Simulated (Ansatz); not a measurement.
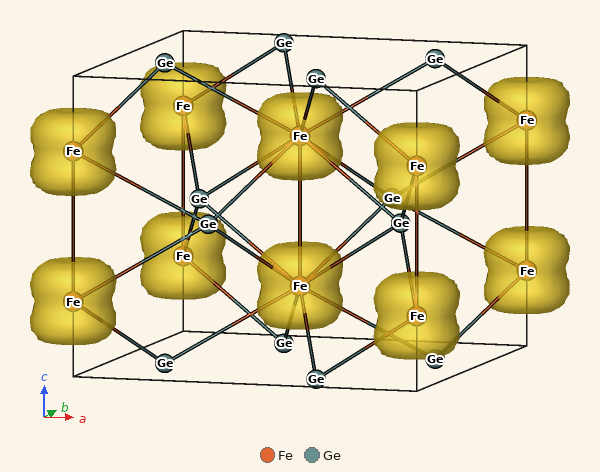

Figure. FeGe₂. Isosurface of the spin density (up minus down) at +0.15 e/Å³ (yellow), seen slightly off an axis. Sticks mark near contacts.

Space group I4/mcm; a structure from a database of computed crystals, not necessarily the ambient phase; spin-polarised.

Computed with Ansatz 0.2.0, DFT PBEsol, scalar-relativistic, plane waves, PAW.

The density is the valence pseudo-density of a PAW calculation; it isn't the true density close to the nuclei.

Where is the spin, and how is it ordered?

The spin density sits on Fe: +1.2 μB (×4) in one cell of 12 atoms: parallel main moments (a ferromagnetic arrangement) in this solution. The cell of the calculation (6 atoms) carries 2.1 μB of net spin moment.
